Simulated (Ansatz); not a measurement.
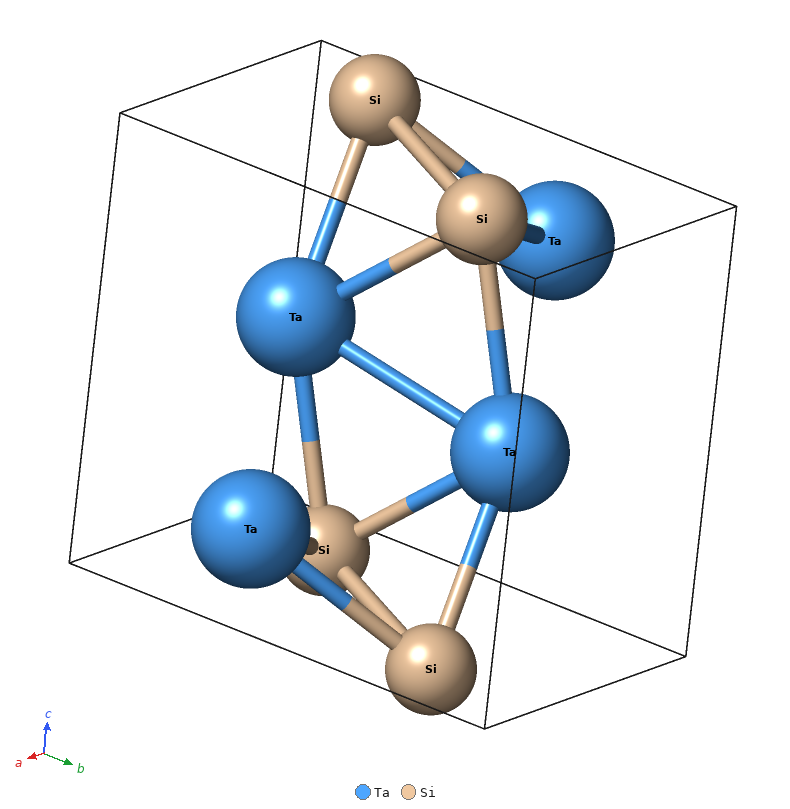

Ball-and-stick representation of a periodic structure, projected slightly off an axis. The edges of the simulation cell are marked.

Input used:
```yaml
crystal:
  lattice:
    - [-3.068376719, 3.068376719, 2.5198993623]
    - [3.068376719, -3.068376719, 2.5198993623]
    - [3.068376719, 3.068376719, -2.5198993623]
  atoms:
    - { symbol: Ta, position: [0.6630661939, 0.8369338061, 0.5] }
    - { symbol: Ta, position: [0.8369338061, 0.3369338061, 0.1738676123] }
    - { symbol: Ta, position: [0.3369338061, 0.1630661939, 0.5] }
    - { symbol: Ta, position: [0.1630661939, 0.6630661939, 0.8261323877] }
    - { symbol: Si, position: [0.25, 0.25, 0.0] }
    - { symbol: Si, position: [0.75, 0.75, 0.0] }
basis:
  ecutwfc: 420
kpoints:
  mp_grid: { grid: [10, 10, 10] }
  band_path:
    path:
      - [[0.0, 0.0, 0.0], [0.0, 0.0, 0.5], [-0.5, 0.5, 0.5], [0.0, 0.0, 0.0], [0.41861222, 0.41861222, -0.41861222]]
      - [[-0.41861222, 0.58138778, 0.41861222], [-0.5, 0.5, 0.5]]
      - [[0.0, 0.0, 0.5], [0.25, 0.25, 0.25], [0.0, 0.5, 0.0], [0.0, 0.0, 0.0]]
    npoints: 14
hamiltonian:
  xc: pbesol
scf:
  occupations: { method: gaussian, width: 0.1 }
  n_extra_bands: 15
output:
  forces: true
  stress: true
  eigenvalues: true
  populations: true
  dos: { projected: true, de: 0.02, nscf_kmesh: { grid: [15, 15, 15] } }
  bader: true
  write_density: true
  write_potential: true
  elf: true
  volumetric_format: npy
```
Run as:
```sh
ansatz run input.yaml --threads 1 --pin off --max-ram 2560MiB --backend cpu --events-out ev --progress --plain --runs-dir out
```

All computed values are from DFT PBEsol, scalar-relativistic, plane waves, PAW (Ansatz 0.2.0). Settings: a plane-wave cutoff of 420 eV, a 10×10×10 mesh of k-points, Gaussian smearing of 0.1 eV, no spin polarisation.

### Predict the Bader charges.

Ta +0.57 e; Si -1.14 e.

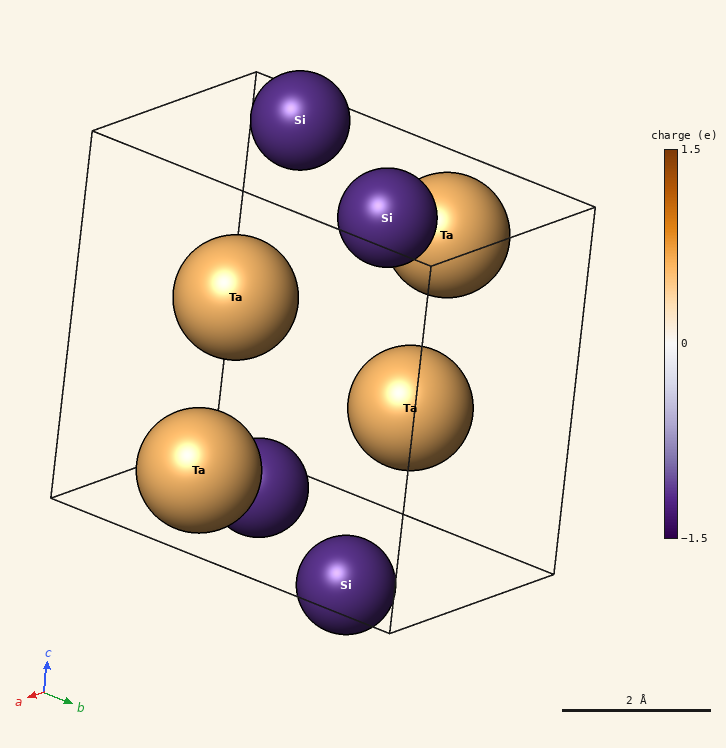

The atoms coloured by those charges.

Origin of the cell: a structure listed in the Materials Project. Earlier steps of the study may have refined or changed the cell and positions. It was run through Ansatz as a DFT input.
